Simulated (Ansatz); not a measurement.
## Electronic structure of TiAl in real space

The calculation's input:

```
crystal:
  lattice:
    - [-2.8220914054, 0.0, 0.0]
    - [0.0, 2.8220914054, 4.076765125]
    - [0.0, 2.8220914054, -4.076765125]
  atoms:
    - { symbol: Ti, position: [1.010630414, 0.5, 0.5] }
    - { symbol: Ti, position: [0.989369586, 0.0, 0.0] }
    - { symbol: Al, position: [0.5, 0.5, 0.0] }
    - { symbol: Al, position: [0.5, 0.0, 0.5] }
basis:
  ecutwfc: 420
kpoints:
  mp_grid: { grid: [22, 14, 14] }
hamiltonian:
  xc: pbe
scf:
  occupations: { method: gaussian, width: 0.15 }
output:
  forces: true
  stress: true
  eigenvalues: true
  write_density: true
  write_potential: true
  elf: true
  volumetric_format: npy
```

Command:

```sh
ansatz run input.yaml --threads 2 --pin off --max-ram 5120MiB --backend cpu --events-out ev --progress --plain --runs-dir out
```

Below, planes, directions and counts refer to the conventional cell (a = 5.64 Å, b = 8.15 Å, c = 2.82 Å, α = 90.00°, β = 90.00°, γ = 90.00°).

Space group Cmme; computed without spin polarisation.

These are results of DFT PBE, scalar-relativistic, plane waves, PAW in Ansatz, not measurements.

The density is the valence pseudo-density of a PAW calculation; it isn't the true density close to the nuclei.

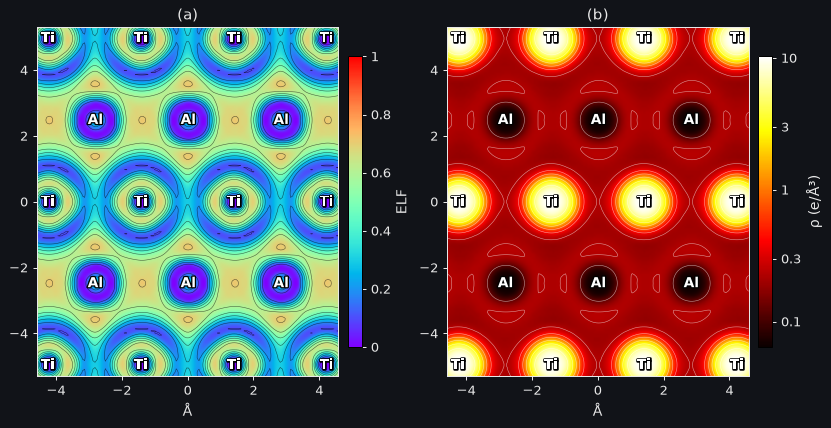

Figure 1. (a) electron localisation function; (b) valence electron density on the (11̄0) plane of the conventional cell.

Q: What do the fields say about this system?

A: Atoms in the plane: Ti and Al.
Ti–Ti (2.82 Å): the density is about 0.23 e/Å³ at the midpoint; the ELF is about 0.30 at the midpoint (no localised pair shows between them).
Al–Al (2.82 Å): the density is about 0.22 e/Å³ at the midpoint; the ELF peaks at about 0.70 between the atoms.
Ti–Al (2.87 Å): ρ is about 0.2 e/Å³ halfway; the ELF is about 0.40 at the midpoint.
Between the atoms the lowest density in this plane is 0.18 e/Å³.
The features right at Ti lie inside the PAW spheres, where the map follows smoothed inner orbitals and isn't to be read closely.

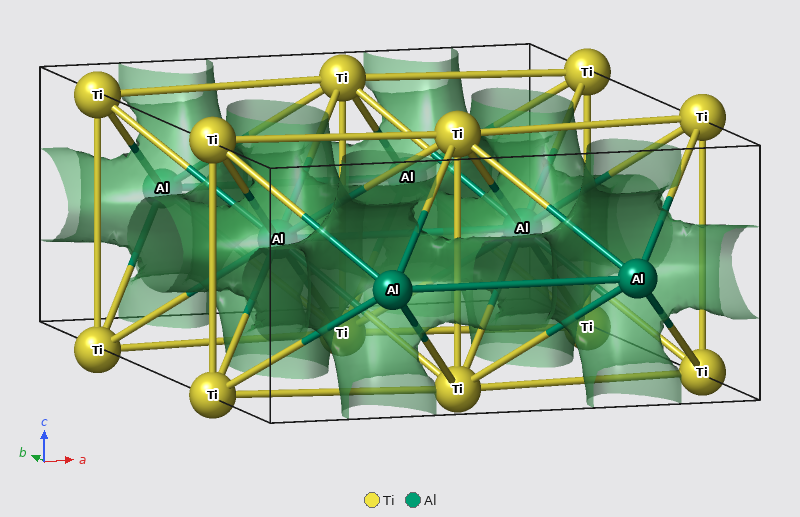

Figure 2. Isosurface of the electron localisation function at 0.6 (green), seen slightly off an axis. Only the valence region is drawn (cores and ρ < 0.01 e/Å³ removed). Sticks mark near contacts.

Q: Where are the electrons localised?

A: The ELF exceeds this value in sheets that run through the cell in two directions, counted in one cell of 8 atoms. Any copies at cell faces, edges or corners count once.

Q: Does the calculation make it a metal, or give it a gap?

A: It is gapless in this calculation (a metal or semimetal).
